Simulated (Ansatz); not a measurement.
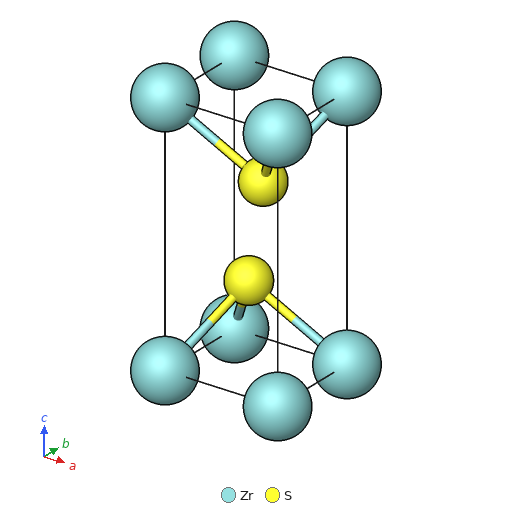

System: ZrS₂, space group P-3m1 (No. 164). The picture shows the conventional cell.

Starting cell:
```cif
data_structure
_symmetry_space_group_name_H-M 'P 1'
_symmetry_Int_Tables_number 1
_cell_length_a 3.5467
_cell_length_b 3.5467
_cell_length_c 5.4397
_cell_angle_alpha 90.000
_cell_angle_beta 90.000
_cell_angle_gamma 120.000
_cell_volume 59.26
loop_
_atom_site_label
_atom_site_type_symbol
_atom_site_fract_x
_atom_site_fract_y
_atom_site_fract_z
_atom_site_occupancy
Zr1 Zr 0.00000 0.00000 0.00000 1
S1 S 0.33333 0.66667 0.27090 1
S2 S 0.66667 0.33333 0.72910 1
```

How it was computed, with Ansatz 0.2.0: harmonic phonon frequencies at the zone centre with atoms at rest in the given cell, without the long-range term of polar modes, the three translations left out, imaginary frequencies are negative; plane waves with PAW datasets, Γ-centred k mesh. Level: PBEsol, no spin polarisation.

wave cutoff 420 eV; k mesh 12×12×8; occupations Gaussian; smearing width 0.01 eV; pressure 5 GPa; phonon method linear response.

Describe the result: the zone-centre optical phonon frequencies (the three acoustic modes are left out).

No frequency is imaginary, so the structure is stable to these displacements (zone-boundary modes weren't tested here). The highest mode lies at 340.6 cm⁻¹ (without the field of polar modes). The optical modes lie at 175.4 (×2), 259.6 (×2), 339.8, 340.6 cm⁻¹.

| frequency (cm⁻¹) |
| --- |
| 175.4 |
| 175.4 |
| 259.6 |
| 259.6 |
| 339.8 |
| 340.6 |

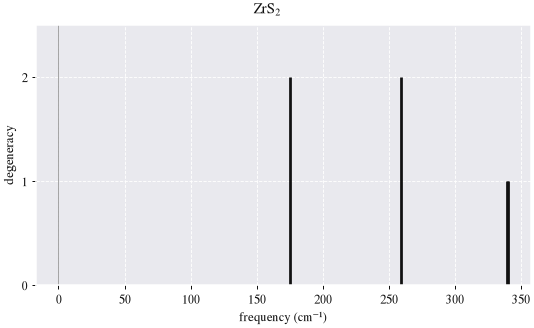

Caveats: a crossing between the sampled k points may be missed; gap may have closed between mesh points.
